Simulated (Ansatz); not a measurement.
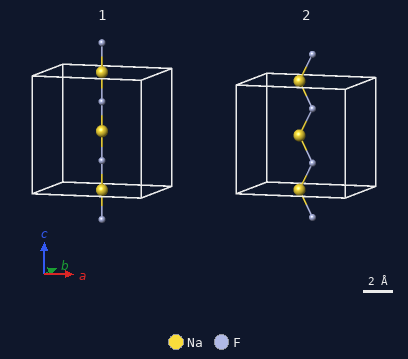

Two geometries of a wire of composition NaF, drawn at one scale. One is the start of a relaxation, the other its converged end. Style: ball-and-stick. Shown: the 2 repeat of the cell, with the vacuum cut short, slightly off an axis.

These are results of DFT PBE, scalar-relativistic, plane waves, PAW (Ansatz 0.2.0), not measurements. Set-up: plane-wave cutoff 420 eV; k-point mesh 1 × 1 × 17; occupations gaussian; smearing width 0.05 eV; collinear spin; cell relaxed at fixed a, b, alpha, beta, gamma; force threshold 0.01 eV/Å; at most 45 steps.

Which one is relaxed?

Answer. Structure 1 is the relaxed one. Case: zigzag chain of atoms. Over 5 accepted moves (7 points after the start) the energy falls by 0.310 eV per cell of the calculation. The largest force component goes from 0.83 to 0.00098 eV/Å. The SCF was repeated twice at an unchanged geometry on a basis and grid sized afresh for the cell, which shifted the energy by 14.8 meV per cell of the calculation at most. The largest moves relative to the layer's centre, 0.47 Å, are those of Na and F atoms. Largest moves by element: Na 0.47 Å, F 0.47 Å. Along the periodic axis the drawn cell goes c 7.613 → 8.249 Å (+8.3 %). Near-neighbour distances that change, for instance: F–Na 2.128 → 2.062 Å. Among the angles between lasting bonds that change: F–Na–F 126.9° → 179.9°, Na–F–Na 126.9° → 179.9°. The program noted that the starting moments weren't kept.
